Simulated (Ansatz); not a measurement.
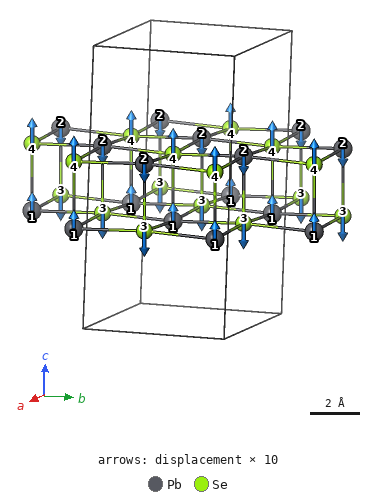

A relaxation of a crystal of PbSe (a generated structure, set up in C2/m). The starting structure is drawn; blue arrows show the displacements, 10 times their true length.

A ball-and-stick model of the conventional cell (2 times the calculation's cell), seen slightly off an axis. Lengths and directions refer to the drawn axes.

Case: S → Se on all its sites, cell and atoms relaxed.

Theory: DFT PBE, scalar-relativistic, plane waves, PAW in Ansatz 0.2.0. Set-up: plane-wave cutoff 420 eV; k-point mesh 6 × 6 × 4; occupations gaussian; smearing width 0.02 eV; no spin polarisation; cell and atoms relaxed; force threshold 0.01 eV/Å; at most 60 steps.

What happened in the run?

Answer. The largest moves relative to the cell, 0.11 Å, are those of Se3 and Se4. Se4 goes along +c. Largest moves by element: Se 0.11 Å, Pb 0.08 Å. The drawn cell changes as follows: a = b 6.244 → 6.234 Å (−0.2 %), c 11.659 → 11.658 Å (0.0 %); the volume changes by −0.3 %. Near-neighbour distances that change, for instance: Pb1–Se4 2.799 → 2.827 Å, Pb1–Se3 3.125 → 3.118 Å. Among the angles between lasting bonds that change: Se3–Pb2–Se4 87.7° → 91.2°, Pb1–Se4–Pb2 92.3° → 88.8°, Pb2–Se4–Pb2 175.3° → 177.6°. The space group stays C2/m (No. 12). The energy falls by 22.4 meV per cell of the calculation in 3 accepted moves (5 points after the start). Largest force component: 0.16 eV/Å at the start, 0.00077 eV/Å at the end. The pressure goes from −0.04 to 0.01 GPa. The line search rejected the trial step at point 2 of the run. The SCF was repeated once at an unchanged geometry on a basis and grid sized afresh for the cell, which shifted the energy by less than 0.05 meV per cell of the calculation at most. The run took about 2.3 core-minutes on a shared host.
